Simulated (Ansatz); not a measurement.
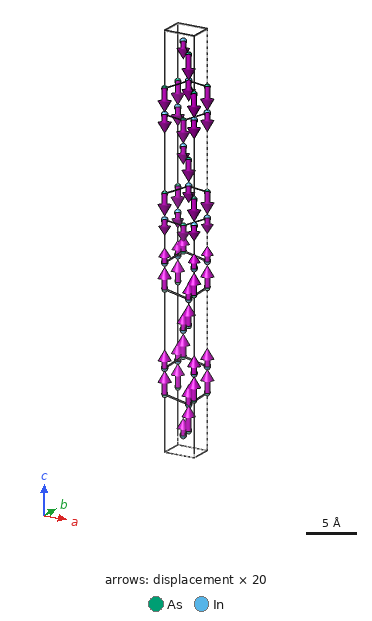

A relaxation of an interface cell of composition InAs. The starting structure is drawn faded, the final one solid; purple arrows show the displacements, magnified 20 times.

Style: ball-and-stick. Shown: the cell of the calculation, slightly off an axis.

Case: symmetric tilt boundary Sigma 3 (1 1 1), mirror between the next planes, shift [0, 0].

Level of theory: DFT PBE, scalar-relativistic, plane waves, PAW in Ansatz 0.2.0.

Input file:
```yaml
crystal:
  lattice:
    - [4.3743937397, 0.0, 0.0]
    - [-2.1871968699, 3.7883361048, 0.0]
    - [0.0, 0.0, 42.8601303855]
  atoms:
    - { symbol: As, position: [0.6666666667, 0.3333333333, 0.0521666667] }
    - { symbol: In, position: [0.3333333333, 0.6666666667, 0.0313333333] }
    - { symbol: In, position: [0.6666666667, 0.3333333333, 0.1146666667] }
    - { symbol: As, position: [0.0, 0.0, 0.1355] }
    - { symbol: In, position: [0.0, 0.0, 0.198] }
    - { symbol: As, position: [0.6666666667, 0.3333333333, 0.3021666667] }
    - { symbol: As, position: [0.3333333333, 0.6666666667, 0.2188333333] }
    - { symbol: In, position: [0.3333333333, 0.6666666667, 0.2813333333] }
    - { symbol: In, position: [0.6666666667, 0.3333333333, 0.3646666667] }
    - { symbol: As, position: [0.0, 0.0, 0.3855] }
    - { symbol: In, position: [0.0, 0.0, 0.448] }
    - { symbol: As, position: [0.3333333333, 0.6666666667, 0.4688333333] }
    - { symbol: As, position: [0.6666666667, 0.3333333333, 0.9478333333] }
    - { symbol: In, position: [0.3333333333, 0.6666666667, 0.9686666667] }
    - { symbol: In, position: [0.6666666667, 0.3333333333, 0.8853333333] }
    - { symbol: As, position: [0.0, 0.0, 0.8645] }
    - { symbol: In, position: [0.0, 0.0, 0.802] }
    - { symbol: As, position: [0.6666666667, 0.3333333333, 0.6978333333] }
    - { symbol: As, position: [0.3333333333, 0.6666666667, 0.7811666667] }
    - { symbol: In, position: [0.3333333333, 0.6666666667, 0.7186666667] }
    - { symbol: In, position: [0.6666666667, 0.3333333333, 0.6353333333] }
    - { symbol: As, position: [0.0, 0.0, 0.6145] }
    - { symbol: In, position: [0.0, 0.0, 0.552] }
    - { symbol: As, position: [0.3333333333, 0.6666666667, 0.5311666667] }
basis:
  ecutwfc: 420
kpoints:
  mp_grid: { grid: [12, 12, 1] }
hamiltonian:
  xc: pbe
scf:
  occupations: { method: gaussian, width: 0.1 }
output:
  forces: true
  stress: true
  eigenvalues: true
  populations: true
  write_density: true
  write_potential: true
  elf: true
  volumetric_format: npy
relax:
  adjacent_minimum: "off"
  f_tol: 0.02
  max_steps: 60
  cell: { fix: [a, b, alpha, beta, gamma], stress_tol: 0.1 }
```

Command:
```bash
ansatz run input.yaml --threads 2 --pin off --max-ram 5120MiB --backend cpu --events-out ev --progress --plain --runs-dir out
```

Question: Describe the change and its energy.

Answer: Over 4 accepted moves (5 points after the start) the energy falls by 0.192 eV per cell of the calculation. Largest force component: 0.87 eV/Å at the start, 0.0054 eV/Å at the end. Pressure: 0.38 GPa at the start and 0.31 GPa at the end. The SCF was repeated once at an unchanged geometry on a basis and grid sized afresh for the cell, which shifted the energy by 0.3 meV per cell of the calculation at most. The largest moves relative to the cell, 0.14 Å, are those of As1 and As13. As1 goes along +c. By element the largest moves are As 0.14 Å, In 0.11 Å. Cell: a = b unchanged at 4.374 Å, c 42.860 → 42.940 Å (+0.2 %). Volume +0.2 %. Some distances before and after: In2–In14 2.686 → 2.878 Å, As12–As24 2.672 → 2.497 Å, As10–In11 2.679 → 2.648 Å, As13–In15 2.679 → 2.656 Å.
